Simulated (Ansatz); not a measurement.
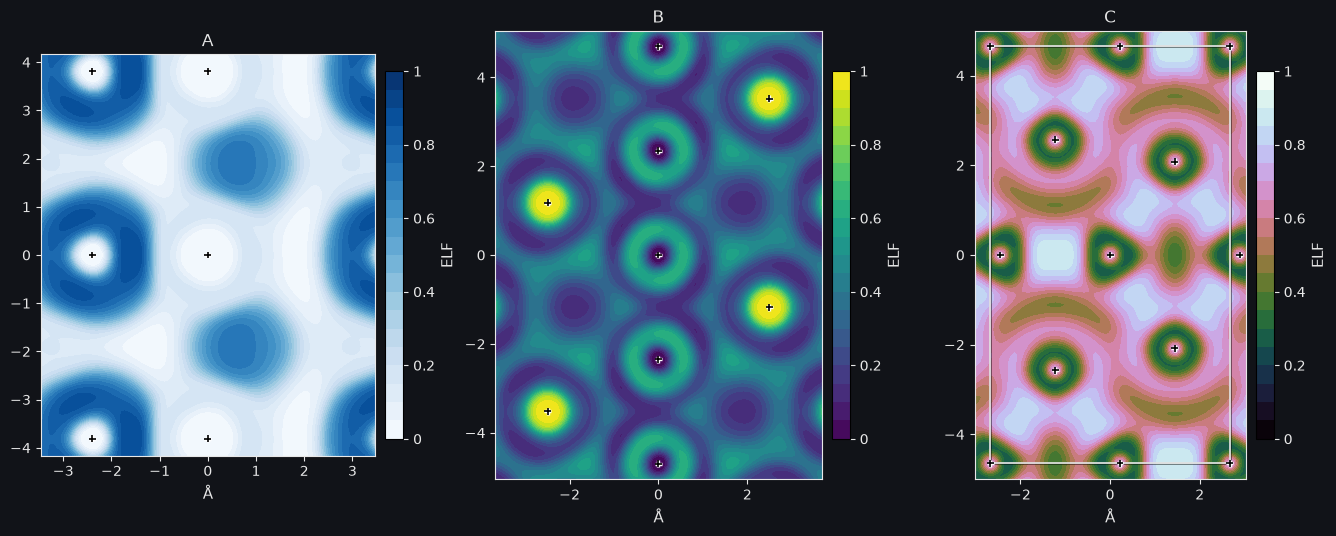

The ELF of 3 systems, each on a plane through atoms (crosses mark nuclei in the plane).

Computed with DFT r2SCAN, scalar-relativistic, plane waves, PAW in Ansatz.

System 1: Ti$_{2}$Co, the (011) plane of the conventional cell. Space group Fd-3m; computed pressure about 28 GPa in this cell; computed without spin polarisation.

```
Ti Co
1.0
     6.63904    0.00000    0.00000
     0.00000    6.63904    0.00000
     0.00000    0.00000    6.63904
Ti Co
16 8
Direct
  0.62500 0.12500 0.12500
  0.12500 0.62500 0.12500
  0.12500 0.12500 0.62500
  0.62500 0.62500 0.62500
  0.62500 0.37500 0.37500
  0.12500 0.87500 0.37500
  0.12500 0.37500 0.87500
  0.62500 0.87500 0.87500
  0.87500 0.37500 0.12500
  0.37500 0.87500 0.12500
  0.37500 0.37500 0.62500
  0.87500 0.87500 0.62500
  0.87500 0.12500 0.37500
  0.37500 0.62500 0.37500
  0.37500 0.12500 0.87500
  0.87500 0.62500 0.87500
  0.00000 0.00000 0.00000
  0.50000 0.50000 0.00000
  0.50000 0.00000 0.50000
  0.00000 0.50000 0.50000
  0.25000 0.25000 0.25000
  0.75000 0.75000 0.25000
  0.75000 0.25000 0.75000
  0.25000 0.75000 0.75000
```

System 2: Si, the (100) plane of the conventional cell. Space group Fmmm; a structure from a database of computed crystals, not necessarily the ambient phase.

```yaml
crystal:
  lattice:
    - [4.90068, 0.00000, 0.00000]
    - [0.00000, 5.34183, 0.00000]
    - [0.00000, 0.00000, 9.29823]
  atoms:
    - { symbol: Si, position: [0.50000, 0.22931, 0.00000] }
    - { symbol: Si, position: [0.00000, 0.72931, 0.00000] }
    - { symbol: Si, position: [0.00000, 0.22931, 0.50000] }
    - { symbol: Si, position: [0.50000, 0.72931, 0.50000] }
    - { symbol: Si, position: [0.00000, 0.27069, 0.00000] }
    - { symbol: Si, position: [0.50000, 0.77069, 0.00000] }
    - { symbol: Si, position: [0.50000, 0.27069, 0.50000] }
    - { symbol: Si, position: [0.00000, 0.77069, 0.50000] }
    - { symbol: Si, position: [0.50000, 0.00000, 0.27624] }
    - { symbol: Si, position: [0.00000, 0.50000, 0.27624] }
    - { symbol: Si, position: [0.00000, 0.00000, 0.77624] }
    - { symbol: Si, position: [0.50000, 0.50000, 0.77624] }
    - { symbol: Si, position: [0.00000, 0.00000, 0.22376] }
    - { symbol: Si, position: [0.50000, 0.50000, 0.22376] }
    - { symbol: Si, position: [0.50000, 0.00000, 0.72376] }
    - { symbol: Si, position: [0.00000, 0.50000, 0.72376] }
```

System 3: ZnS, the (110) plane of the standardised cell. Space group P2₁; changed on purpose from its base cell (strain -0.0100 x Voigt [0, 0, 0, 0, 0, 1], atoms carried along); not relaxed (largest force 0.3 eV/Å).

```
Zn S
1.0
     1.92200   -3.30995    0.00000
    -5.70000   -3.27184    0.00000
     0.00000    0.00000   -6.23400
Zn S
4 4
Direct
  0.50000 0.83333 0.00000
  0.00000 0.33333 0.00000
  0.00000 0.66667 0.50000
  0.50000 0.16667 0.50000
  0.50000 0.83333 0.61500
  0.00000 0.33333 0.61500
  0.00000 0.66667 0.11500
  0.50000 0.16667 0.11500
```

Which map belongs to which system?

Panel A is system 3, ZnS: the plane holds Zn and S. Zn–S (2.40 Å): the ELF peaks at about 0.90 in the valence shell of S, 0.9 Å from its nucleus, and is about 0.55 at the midpoint. Panel B is system 1, Ti$_{2}$Co: the plane holds Ti and Co. Ti–Ti (2.35 Å): the ELF is about 0.15 at the midpoint: no shared electron pair shows on this line. Panel C is system 2, Si: the plane holds Si. Si–Si (2.45 Å): the ELF peaks at about 0.90 between the atoms.
